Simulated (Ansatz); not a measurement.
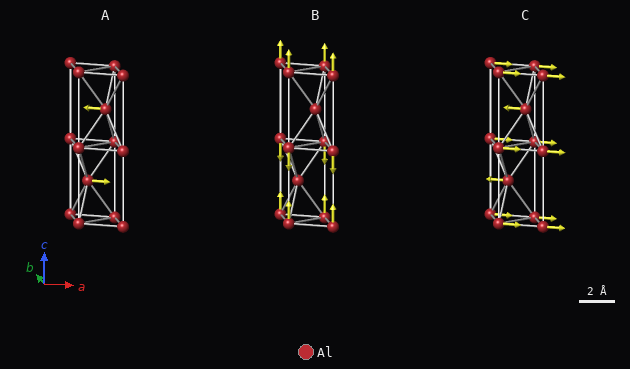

Modes of solid Al relaxed at 5 GPa, space group P6₃/mmc (No. 194), at the zone centre (one member of each degenerate set). Displacements are drawn as yellow arrows; their common scale and sign are arbitrary. The picture is a ball-and-stick view of the cell of the calculation, seen slightly off an axis.

All numbers below come from DFT LDA, scalar-relativistic, plane waves, PAW in Ansatz 0.2.0.

The frequencies depend somewhat on the k-mesh and the smearing.

**Give the symmetry species and the selection rules of each.**

A is E₂g, Raman-active by symmetry (125 cm⁻¹). B is B₂u, silent by symmetry (neither infrared- nor Raman-active) (251 cm⁻¹). C is E₁u, infrared-active by symmetry (163 cm⁻¹). The crystal has a centre of inversion, so no mode is both. In a metal the free carriers screen the infrared response.
